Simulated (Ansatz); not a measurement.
Cu (P6_3/mmc, No. 194): coordinates from a relaxation at fixed volume with DFT r2SCAN, scalar-relativistic, plane waves, PAW in Ansatz 0.2.0; the starting structure was generated, so it need not be a known form of this composition.

```xyz
2
Lattice="2.5315 0.0000 0.0000 -1.2657 2.1923 0.0000 0.0000 0.0000 4.1278" Properties=species:S:1:pos:R:3 pbc="T T T"
Cu    0.0000    1.4616    3.0959
Cu    1.2657    0.7308    1.0320
```

What will a projected-potential map along [100] show? Computed as the sum of neutral-atom potentials (tabulated electron scattering factors, B = 0.8 Å²) projected along the beam and smoothed by 0.25 Å; brighter is more positive. The display is stretched by a gamma of 0.6; percentages refer to the linear signal.

The columns repeat on a rectangular net of 2.19 × 4.13 Å (plane group p2mg). All columns are alike (Cu). The shortest distance between visible columns is 2.19 Å in projection. Along the beam the structure repeats every 2.53 Å.

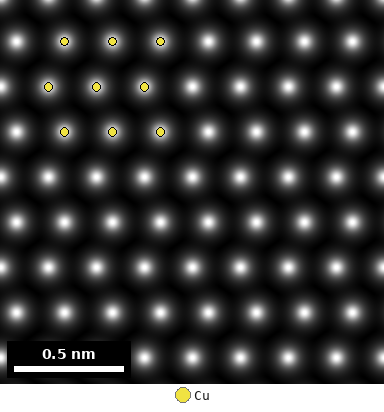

The simulated image, with the columns of the model marked in one corner.
